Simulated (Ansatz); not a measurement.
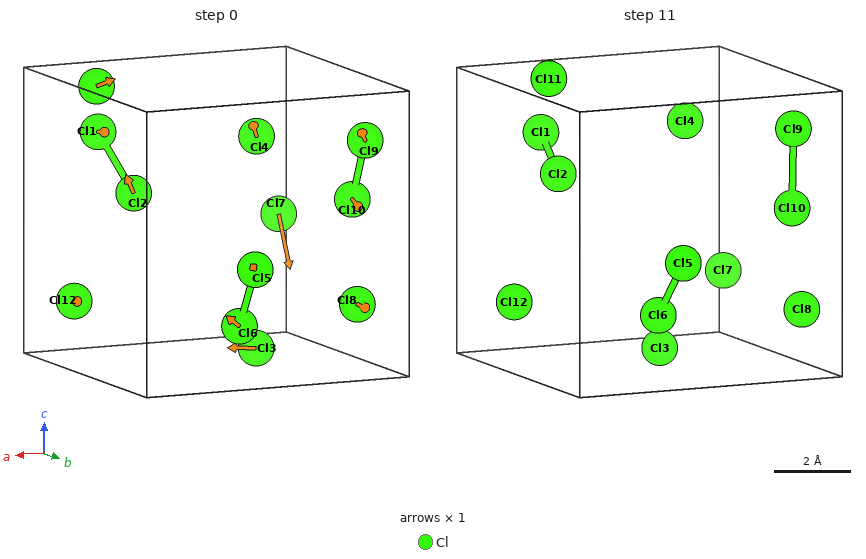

The structure of an amorphous cell of composition Cl before (left) and after (right) a relaxation, at one scale. The orange arrows give the displacements, at their true length.

Style: ball-and-stick. Shown: the cell of the calculation, from a free direction.

The cell holds 6 Cl2. The run prepares the start of a later molecular dynamics calculation, from a guessed geometry.

Method: DFT r2SCAN-D3(BJ), scalar-relativistic, plane waves, PAW (Ansatz 0.2.0).

Input file:
```yaml
crystal:
  lattice:
    - [7.663094, 0.0, 0.0]
    - [0.0, 7.663094, 0.0]
    - [0.0, 0.0, 7.663094]
  atoms:
    - { symbol: Cl, position: [0.7792557, 0.1329957, 0.7785755] }
    - { symbol: Cl, position: [0.7238855, 0.3044519, 0.5870435] }
    - { symbol: Cl, position: [0.2922378, 0.3786293, 1.0243539] }
    - { symbol: Cl, position: [0.2816589, 0.3595527, 0.7623009] }
    - { symbol: Cl, position: [0.5434595, 0.9083947, 0.4002614] }
    - { symbol: Cl, position: [0.5365479, 0.7654979, 0.1796252] }
    - { symbol: Cl, position: [0.0423839, 1.0282799, 0.4213101] }
    - { symbol: Cl, position: [0.1311741, 0.8585742, 0.2411328] }
    - { symbol: Cl, position: [0.040326, 0.7278398, 0.7879035] }
    - { symbol: Cl, position: [0.0281505, 0.5971694, 0.5600338] }
    - { symbol: Cl, position: [0.9027772, 0.3842358, -0.0133459] }
    - { symbol: Cl, position: [0.979572, 0.366469, 0.2375216] }
basis:
  ecutwfc: 500.0
kpoints:
  mp_grid: { grid: [1, 1, 1] }
hamiltonian:
  xc: r2scan
  dispersion: d3bj
scf:
  occupations: { method: fermi_dirac, width: 0.02 }
  lower_state_search: "off"
relax:
  f_tol: 0.3
  max_steps: 15
  adjacent_minimum: "off"
```

Launched with:
```bash
ansatz run input.yaml --threads 1 --pin off --max-ram 3072MiB --backend cpu --events-out ev --progress --plain --runs-dir out
```

**Summarise the run.**

The run was cut off at its time limit before the relaxation converged, so the last structure is only a point on the way. Cl7 moves most: 1.53 Å roughly along [0 1 −3]. The lattice vectors keep their values. Among the contacts that change: Cl8–Cl9 3.681 → 2.828 Å, Cl1–Cl11 2.673 → 3.453 Å, Cl8–Cl10 3.257 → 2.708 Å, Cl9–Cl10 2.015 → 2.156 Å. Over 11 geometry steps the energy falls by 204 meV per atom. Largest force component: 1.6 eV/Å at the start, 0.39 eV/Å at the end.

Limits of the set-up: the periodic images lie only 7.7 Å apart, so the values are limited by the cell's size.
